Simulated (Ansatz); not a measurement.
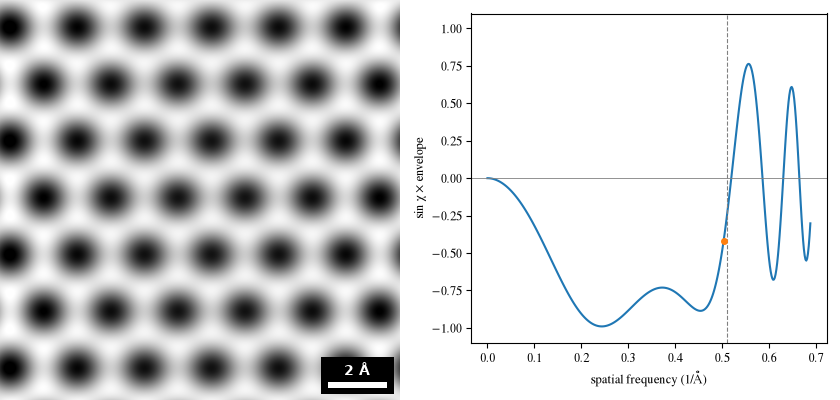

Phase-contrast TEM-like image of Co (Im-3m, No. 229) along [111]. Simulated in the weak-phase-object approximation with neutral-atom potentials: 200 kV, Cs = 0.50 mm, defocus −425 Å (negative is underfocus), defocus spread 30 Å, aperture 0.51 1/Å. Model: the input geometry of a calculation; the starting structure was generated, so it need not be a known form of this composition.

The plot gives the contrast transfer function, the aperture (dashed) and the crystal's spatial frequencies that carry visible contrast (dots).

Do the atom columns appear dark or bright, and why?

Answer. Dark. With positive Cs and underfocus sin χ is negative over the pass band, so the strongest columns (Co) come out darker than the background.

What point resolution do these settings give, and which lattice spacings pass?

Answer. About 2.0 Å (0.66 |Cs|^(1/4) λ^(3/4) with λ = 0.0251 Å). The spacings that carry visible contrast are {110} at 1.99 Å.
